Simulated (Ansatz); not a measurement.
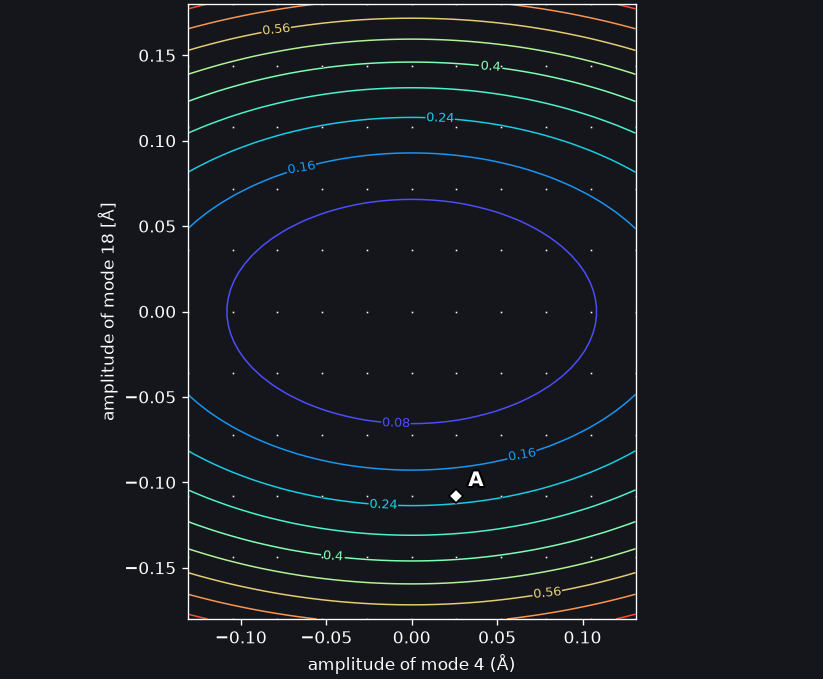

TiAl3 (Pm-3m, No. 221; 8 atoms in the cell). The energy is mapped over two normal modes frozen in (zone-centre modes of the 8-atom cell of this scan, which folds in the wave vector (0, 1/2, 1/2) of the primitive cell). First axis: amplitude of mode 4 (178 cm⁻¹), largest displacement. Second axis: amplitude of mode 18 (306 cm⁻¹), largest displacement. Nothing is relaxed (the cell and all other modes fixed). Grid: 11 × 11 points; 36 points were computed and 85 follow by symmetry. Points are written as (first, second). Energies: eV per cell, counted from the lowest grid point. Method: Ansatz, DFT LDA, scalar-relativistic, plane waves, PAW. Settings: cutoff 520 eV, k-mesh 10×8×8 in the order of the run's cell vectors, gaussian smearing 0.15 eV, no spin polarisation.

In the figure: contour lines labelled in eV, dots at the grid points, the point A. Between grid points the surface is interpolated.

### Which way does the force act at A, and how strong is it?

A, at (0.026 Å, −0.108 Å), is not a stationary point. The computed force is 0.37 eV for each Å towards smaller values of the first coordinate and 4 eV for each Å towards larger values of the second coordinate.

PAW datasets: the set soft_1.
